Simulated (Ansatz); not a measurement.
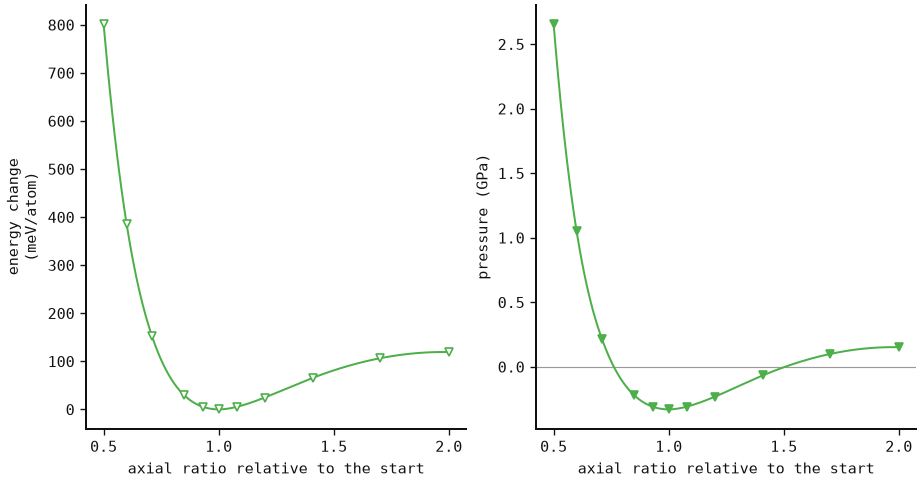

Method: deformation of a crystal at fixed volume, lengths along the axis scaled against those across it, fractional coordinates fixed, by plane-wave density functional theory with PAW datasets, free energies less that of the undisturbed cell, pressure positive in compression; scalar-relativistic (Ansatz 0.2.0). Level: PBEsol, no spin polarisation.

wave cutoff 420 eV; k mesh 18×18×18; occupations Gaussian; smearing width 0.15 eV; k shift (0, 0, 0) (mesh steps); start as given; path trigonal; axis direction (0.5774, 0.5774, 0.5774) (Cartesian unit vector).

Structure:
```xyz
1
Lattice="-2.1175 2.1175 2.1175 2.1175 -2.1175 2.1175 2.1175 2.1175 -2.1175" Properties=species:S:1:pos:R:3 pbc="T T T"
Na    0.0000    0.0000    0.0000
```

**Figure.** Energy change and pressure against relative axial ratio for Na, space group Im-3m (No. 229).

The energy change is 802 meV/atom at relative axial ratio 0.50 and 119 meV/atom at 2.00; the lowest computed point is at relative axial ratio 1.00 (0 meV/atom). The pressure goes from 2.656 GPa at relative axial ratio 0.50 to 0.152 GPa at 2.00, not monotonically, with a low of −0.330 GPa at 1.00, and changes sign near 0.78 and 1.53.

Keep in mind: reference crystal is not relaxed.
